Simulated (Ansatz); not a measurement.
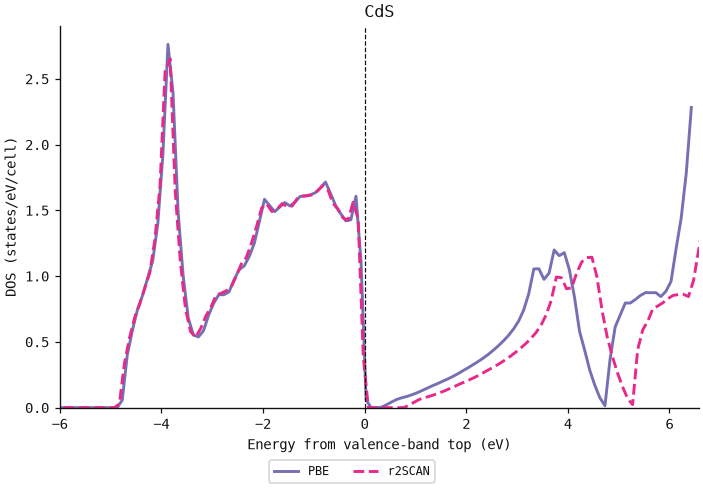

Total densities of states of CdS, space group Fm-3m (No. 225), 2 atoms in the cell, by two methods on the same cell. Each is counted from its own valence-band top.

### How do the methods compare?

PBE gives a gap of 0.26 eV and r2SCAN gives a gap of 0.75 eV.

Settings. PBE: DFT PBE, scalar-relativistic, plane waves, PAW, no spin polarisation, 12×12×12 k mesh, 420 eV cutoff (Ansatz). r2SCAN: DFT r2SCAN, scalar-relativistic, plane waves, PAW, no spin polarisation, 12×12×12 k mesh, 500 eV cutoff, Gaussian smearing of 0.01 eV (Ansatz 0.2.0).
